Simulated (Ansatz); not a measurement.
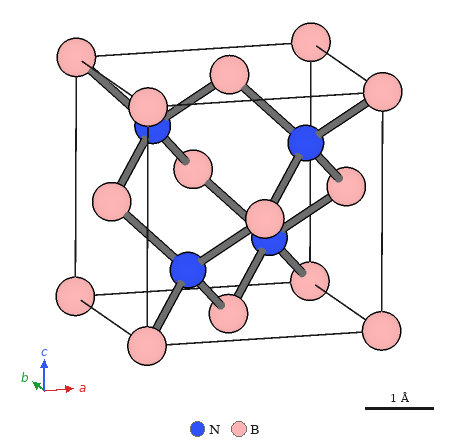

We look at a ball-and-stick model of the crystal slightly off an axis. The drawn cell (a repeat of the simulation cell) is outlined; an atom on or near a face, edge or corner is repeated at each equivalent position.

BN, a = 3.63 Å, b = 3.63 Å, c = 3.63 Å, α = 90.86°, β = 90.00°, γ = 90.00°.

Theory: Ansatz, DFT PBE, scalar-relativistic, plane waves, PAW. Numerical settings: an energy cutoff of 420 eV, k-points about 0.25 Å⁻¹ apart, Gaussian smearing of 0.05 eV, no spin polarisation.

**Metal or not?**

An insulator at this level, with a gap of 4.42 eV on the k-mesh (the true edges may lie between mesh points, so the gap can be somewhat smaller).

**Under what pressure is the structure?**

The computed pressure is -0.3 GPa (stretched: it would shrink). The stress isn't hydrostatic: its largest component is 6.6 GPa.

The initial geometry was a structure listed in the Materials Project. The cell was then strained or its atoms displaced on purpose. It was the input of a calculation with Ansatz.
